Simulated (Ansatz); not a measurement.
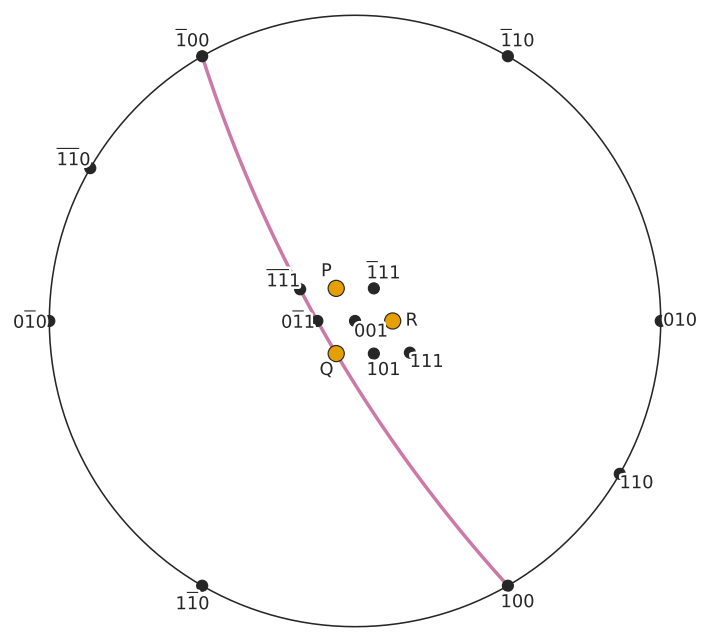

Stereographic projection of plane normals (upper hemisphere) centred on (0 0 1). Crystal: C, the input geometry of an electronic-structure calculation (not necessarily at equilibrium); the starting structure was generated, so it need not be a known form of this composition. The drawing is computed from the coordinates (standard cell, symmetry found to 0.002 Å).

a = 5.922 Å, b = 5.922 Å, c = 1.283 Å, α = 90.00°, β = 90.00°, γ = 120.00°.

Q: Index the poles marked P, Q, R.

A: P is (−1 0 1), in four indices (−1 0 1 1), 14.0° from the centre; Q is (1 −1 1), in four indices (1 −1 0 1), 14.0° from the centre; R is (0 1 1), in four indices (0 1 −1 1), 14.0° from the centre.

Q: Which zone does the coloured great circle trace?

A: The zone [0 1 1]: its poles satisfy k + l = 0.

Q: What is the angle between the normals of (−1 0 1) and (−1 1 1), and what are their d_hkl = 1/|g|?

A: 13.9°; d = 1.244 Å and 1.244 Å.
